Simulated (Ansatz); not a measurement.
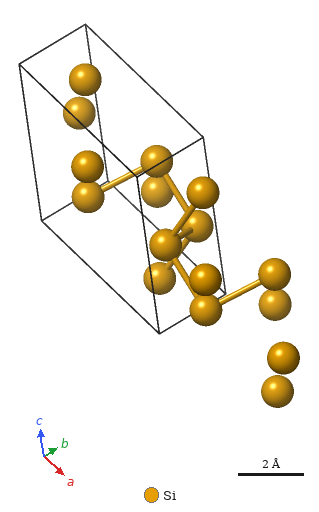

This is the input geometry for a relaxation of a crystal of Si (set up in R-3). Style: ball-and-stick. Shown: the cell of the calculation, repeated 2 × 1 × 1 with one cell outlined, slightly off an axis.

The calculation used Ansatz, DFT r2SCAN, scalar-relativistic, plane waves, PAW.

Set-up: plane-wave cutoff 500 eV; k-point mesh 6 × 6 × 6; occupations gaussian; smearing width 0.15 eV; no spin polarisation.

```
CELL_PARAMETERS angstrom
4.71552 2.72251 1.88873
-4.71552 2.72251 1.88873
0.00000 -5.44502 1.88873
ATOMIC_POSITIONS crystal
Si 0.01615 0.71412 0.51758
Si 0.98385 0.28588 0.48242
Si 0.71242 0.71242 0.71242
Si 0.28588 0.48242 0.98385
Si 0.48242 0.98385 0.28588
Si 0.71412 0.51758 0.01615
Si 0.28758 0.28758 0.28758
Si 0.51758 0.01615 0.71412
```

**Where does the relaxation end?**

The largest moves relative to the cell, 0.13 Å, are those of Si3, Si4, Si6 and Si7. Si7 goes roughly along [−2 −3 −1]. The drawn cell changes as follows: a 5.763 → 6.069 Å (+5.3 %), b 5.763 → 5.567 Å (−3.4 %), c 5.763 → 5.470 Å (−5.1 %), α 109.8° → 106.5°, β 109.8° → 109.0°, γ 109.8° → 117.9°; the volume changes by −9.5 %. Near-neighbour distances that change, for instance: Si3–Si7 3.259 → 2.845 Å, Si3–Si6 2.378 → 2.290 Å, Si4–Si5 2.387 → 2.307 Å, Si1–Si6 2.387 → 2.316 Å. Bond angles that change, for instance: Si2–Si5–Si4 116.0° → 103.1°, Si1–Si3–Si8 119.2° → 130.5°, Si2–Si5–Si7 105.3° → 116.1°. The space group (tolerance 0.01 Å) goes from R-3 (No. 148) to P-1 (No. 2).

After the run, drawn alike:

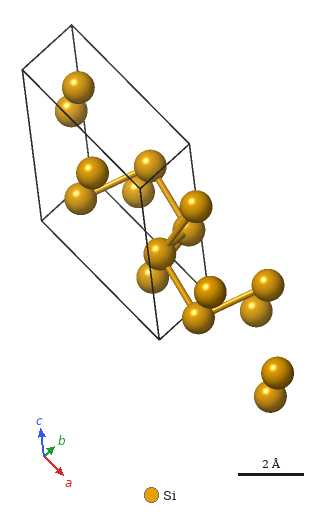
